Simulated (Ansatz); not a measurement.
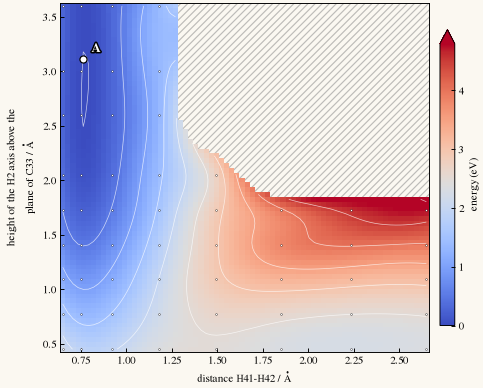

H₂ on a C(110) slab cut from the R-3m phase, its upper half relaxed before the scan (40 atoms of substrate and one adsorbate in a 2 × 2 cell). 
- H2 lies flat over one site of a rigid substrate while its bond length and height are varied; it sits over a hollow site, heights counted from the top plane, its axis along the second surface vector.
- The first coordinate is: distance H41-H42; the second: height of the H2 axis above the plane of C33.
- The grid has 8 × 9 points. At 15 points there is no value (left out: too close to the surface, or the stretched molecule far from it).
- Points are written as (first, second).
- Energies: eV, counted from the lowest grid point.
- Computed with DFT LDA, scalar-relativistic, plane waves, PAW (Ansatz 0.2.0). Settings: cutoff 420 eV, k-mesh 4×4×1, gaussian smearing 0.05 eV, no spin polarisation.

Drawn: a smooth colour map with a few white contour lines, dots at the grid points, one colour for all values above the top of the scale, hatched blanks where no value was computed, the point A. Between grid points the surface is interpolated.

Question: Find the lowest path from A to the other arm of the map, and its barrier.

Answer: The easiest path runs from the intact molecule far from the surface, about (0.76 Å, 3.11 Å), to the stretched end of the scan, about (2.34 Å, 0.49 Å). Its highest point, at (1.495 Å, 0.45 Å), lies about 2.5 eV above the start and 0.2 eV above the end on the interpolated surface. An end on the edge of the scan is no minimum, so the barrier from there is a lower bound.

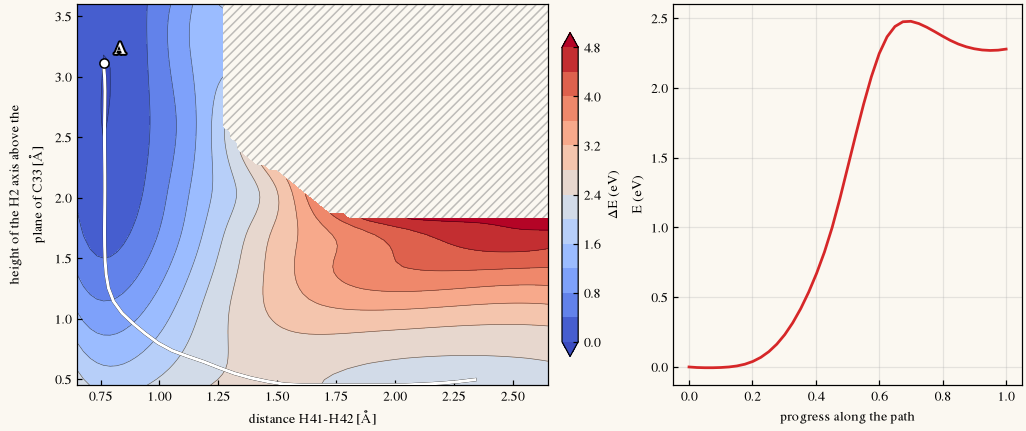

In the figure: filled contours, a line along the lowest path, one colour for all values above the top of the scale, hatched blanks where no value was computed, the energy along the path at the right. Between grid points the surface is interpolated.

PAW datasets: the set soft_1.
